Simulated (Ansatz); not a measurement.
System: Hf, space group Immm (No. 71), 1 atom in the primitive cell.

```cif
data_structure
_symmetry_space_group_name_H-M 'P 1'
_symmetry_Int_Tables_number 1
_cell_length_a 3.1396
_cell_length_b 3.1396
_cell_length_c 3.1553
_cell_angle_alpha 59.835
_cell_angle_beta 59.835
_cell_angle_gamma 59.669
_cell_volume 21.88
loop_
_atom_site_label
_atom_site_type_symbol
_atom_site_fract_x
_atom_site_fract_y
_atom_site_fract_z
_atom_site_occupancy
Hf1 Hf 0.00000 0.00000 0.00000 1
```

Computed with Ansatz 0.2.0: PBEsol, Ansatz PAW, no spin polarisation, no spin-orbit coupling, 9×9×9 k mesh, 420 eV cutoff, Fermi-Dirac smearing of 0.05 eV.

What does the calculation give for the electronic structure? The path is Γ–X–L–T–W–R–X1–Z–Γ–Y–S–W|L1–Y|Y1–Z.

A metal: 2 bands cross the Fermi level along this path. Bands cross the Fermi level on Γ–X, X–L, L–T, T–W, W–R, R–X1, Z–Γ, Γ–Y, Y–S, S–W and L1–Y, and not on X1–Z and Y1–Z. At L the nearest levels lie 0.43 eV below and 2.49 eV above the Fermi level.

Spin-orbit coupling is left out, which matters for Hf. The PAW data sets were made with another functional. The k mesh is thin for a metal, so its Fermi level is uncertain. The cell is under a strain of +1 % (shear). In reduced coordinates of the cell that was run, X is (0.374, −0.374, 0), L is (0.25, −0.498, −0.247), T is (0, −0.5, −0.5), W is (0.25, −0.25, −0.5), R is (0.5, 0, 0), X1 is (0.626, 0.374, 0), Z is (0.5, 0.5, 0), Y is (−0.376, −0.376, −0.753), S is (0, 0, −0.5), L1 is (−0.25, −0.503, −0.753) and Y1 is (0.376, 0.376, −0.247).

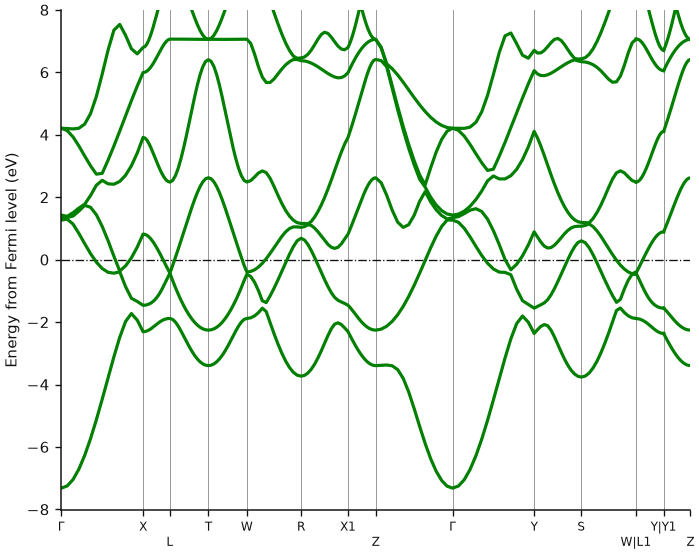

Band structure. Energies are counted from the Fermi level.
